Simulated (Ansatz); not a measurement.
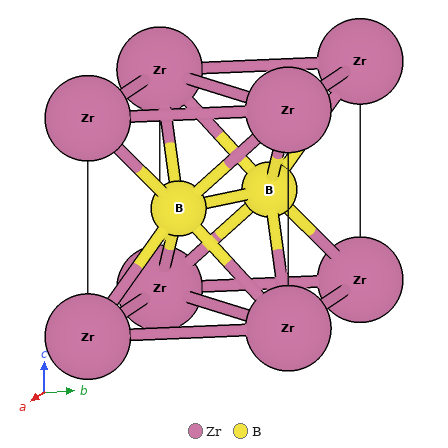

System: ZrB₂, space group P6/mmm (No. 191). The picture shows the conventional cell.

The given structure:
```yaml
crystal:
  lattice:
    - [3.15494, 0.00000, 0.00000]
    - [-1.57747, 2.73226, 0.00000]
    - [0.00000, 0.00000, 3.50677]
  atoms:
    - { symbol: Zr, position: [0.00000, 0.00000, 0.00000] }
    - { symbol: B, position: [0.33333, 0.66667, 0.50000] }
    - { symbol: B, position: [0.66667, 0.33333, 0.50000] }
```

Method: third-order Birch-Murnaghan fit to density functional energies at scaled volumes of the given relaxed cell, shape and atoms relaxed at each volume; energies count from the fitted minimum; plane waves with PAW datasets, Γ-centred k mesh (Ansatz 0.2.0). Level: PBEsol, no spin polarisation.

wave cutoff 420 eV; k mesh 18×18×12; occupations Gaussian; smearing width 0.1 eV.

Predict the energy above the minimum and pressure against volume. The volume takes the values 8.867, 9.169, 9.472, 9.774, 10.076, 10.379, 10.681, 11.084 Å³/atom.

A third-order Birch–Murnaghan fit gives V0 = 10.08 Å³/atom, B0 = 250 GPa and B′ = 3.9. The energy above the minimum is 139.1 meV/atom at volume 8.867 Å³/atom and 67.2 meV/atom at 11.084 Å³/atom; the lowest computed point is at volume 10.076 Å³/atom (0.0 meV/atom), and no other minimum shows. The pressure falls from 40.96 GPa at volume 8.867 Å³/atom to −19.74 GPa at 11.084 Å³/atom, and changes sign near 10.08 Å³/atom. The solid is metallic at every point.

```json
{"volume (Å³/atom)": "8.867", "energy above the minimum (meV/atom)": "139.1", "pressure (GPa)": "40.96"}
{"volume (Å³/atom)": "9.169", "energy above the minimum (meV/atom)": "74.1", "pressure (GPa)": "28.30"}
{"volume (Å³/atom)": "9.472", "energy above the minimum (meV/atom)": "31.2", "pressure (GPa)": "17.42"}
{"volume (Å³/atom)": "9.774", "energy above the minimum (meV/atom)": "7.4", "pressure (GPa)": "8.05"}
{"volume (Å³/atom)": "10.076", "energy above the minimum (meV/atom)": "0.0", "pressure (GPa)": "-0.02"}
{"volume (Å³/atom)": "10.379", "energy above the minimum (meV/atom)": "6.8", "pressure (GPa)": "-6.99"}
{"volume (Å³/atom)": "10.681", "energy above the minimum (meV/atom)": "25.8", "pressure (GPa)": "-12.99"}
{"volume (Å³/atom)": "11.084", "energy above the minimum (meV/atom)": "67.2", "pressure (GPa)": "-19.74"}
```

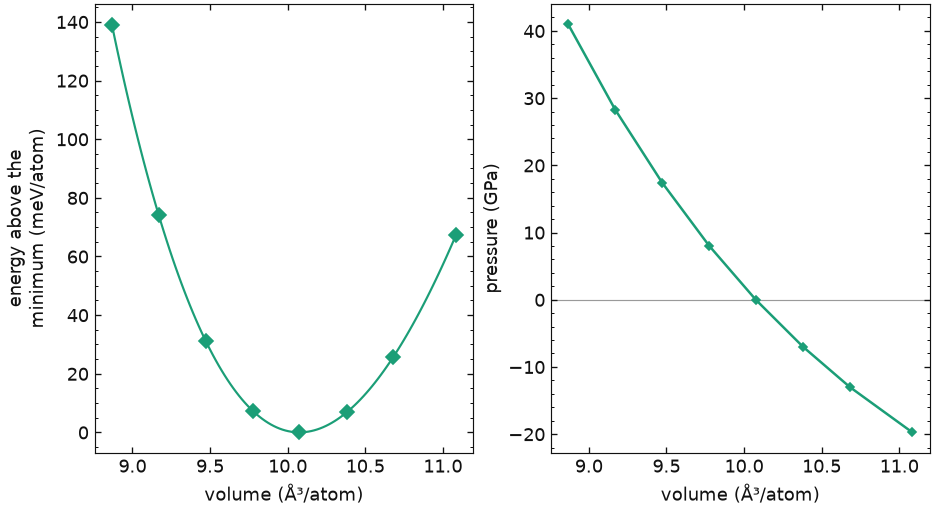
